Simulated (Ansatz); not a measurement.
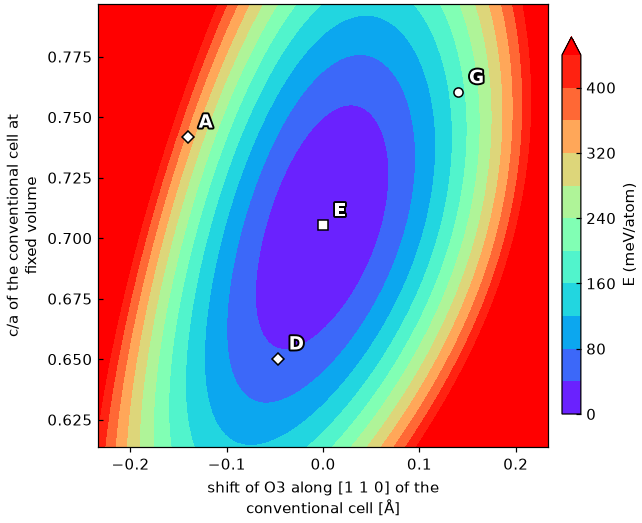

IrO₂ (P4_2/mnm, No. 136; 6 atoms in the cell). The energy is mapped over a free internal coordinate and the cell. The first coordinate is: shift of O3 along [1 1 0] of the conventional cell, Cartesian (0.71 0.71 0), its symmetry partners moved as symmetry demands (measured in the relaxed cell); the second: c/a of the conventional cell at fixed volume. Nothing is relaxed (all other coordinates fixed). The scan uses an 11 × 11 grid. Points are written as (first, second). Energies are in meV/atom, from the lowest grid point. The runs have no spin polarisation; a magnetic state may lie lower. All numbers below come from DFT PBEsol, scalar-relativistic, plane waves, PAW in Ansatz 0.2.0. Settings: cutoff 520 eV, k-mesh 10×10×12 in the order of the run's cell vectors, gaussian smearing 0.15 eV, no spin polarisation.

The picture shows filled contours, one colour for all values above the top of the scale, lettered points. Between grid points the surface is interpolated.

**Is A the lowest point of the computed grid?**

No. A lies 347 meV/atom above the lowest grid point, which is at (0.000 Å, 0.705).

**What kind of point is each of A, E, G: minimum, saddle, maximum or slope?**

A: on a slope; E: minimum; G: on a slope. (In these two coordinates alone; a stationary point may lie a little off the grid point.)

PAW datasets: the set soft_1.
